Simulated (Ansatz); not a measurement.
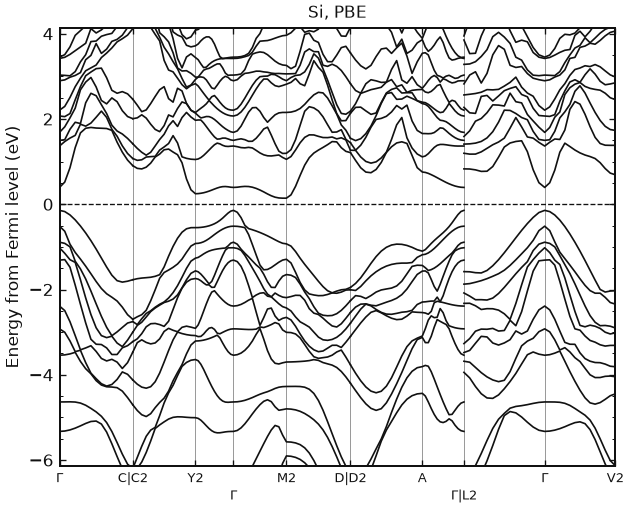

Band structure. Energies are counted from the Fermi level.

This input was run:

```
crystal:
  lattice:
    - [6.9566440635, -1.9335216858, -0.0049619774]
    - [6.9566440635, 1.9335216858, -0.0049619774]
    - [-0.7559566346, 0.0, 6.3198892699]
  atoms:
    - { symbol: Si, position: [0.0556626766, 0.0556626766, 0.8741223998] }
    - { symbol: Si, position: [0.9443373234, 0.9443373234, 0.1258776002] }
    - { symbol: Si, position: [0.5592316403, 0.5592316403, 0.6536355466] }
    - { symbol: Si, position: [0.4407683597, 0.4407683597, 0.3463644534] }
    - { symbol: Si, position: [0.2128941927, 0.2128941927, 0.0570665815] }
    - { symbol: Si, position: [0.7871058073, 0.7871058073, 0.9429334185] }
    - { symbol: Si, position: [0.7270271396, 0.7270271396, 0.5856010939] }
    - { symbol: Si, position: [0.2729728604, 0.2729728604, 0.4143989061] }
basis:
  ecutwfc: 420
kpoints:
  mp_grid: { grid: [10, 10, 6] }
  band_path:
    path:
      - [[0.0, 0.0, 0.0], [-0.26959217, 0.26959217, 0.0]]
      - [[-0.73040783, -0.26959217, 0.0], [-0.5, -0.5, 0.0], [0.0, 0.0, 0.0], [-0.5, -0.5, 0.5], [-0.73552468, -0.26447532, 0.5]]
      - [[-0.26447532, 0.26447532, 0.5], [0.0, 0.0, 0.5], [0.0, 0.0, 0.0]]
      - [[-0.5, 0.0, 0.5], [0.0, 0.0, 0.0], [-0.5, 0.0, 0.0]]
    npoints: 14
hamiltonian:
  xc: pbe
scf:
  occupations: { method: gaussian, width: 0.01 }
  n_extra_bands: 20
output:
  forces: true
  stress: true
  eigenvalues: true
  populations: true
  dos: { projected: true, de: 0.02, nscf_kmesh: { grid: [15, 15, 9] } }
  bader: true
  write_density: true
  write_potential: true
  elf: true
  volumetric_format: npy
```

Command:
```bash
ansatz run input.yaml --threads 2 --pin off --max-ram 5120MiB --backend cpu --events-out ev --progress --plain --runs-dir out
```

Question: Read off the fundamental gap and say whether it is direct.

Answer: A semiconductor. The gap along this path is 0.29 eV and indirect, from the valence-band top at Γ to the conduction-band bottom at M2; the smallest direct gap is 0.54 eV, at Γ.

Question: What are the direct gaps at Y2, M2 and Γ?

Answer: The direct gaps are 0.80 eV at Y2, 1.07 eV at M2 and 0.54 eV at Γ.

Question: How many bands meet at the valence-band top?

Answer: The top valence level at Γ is a single band, not degenerate (spin aside).
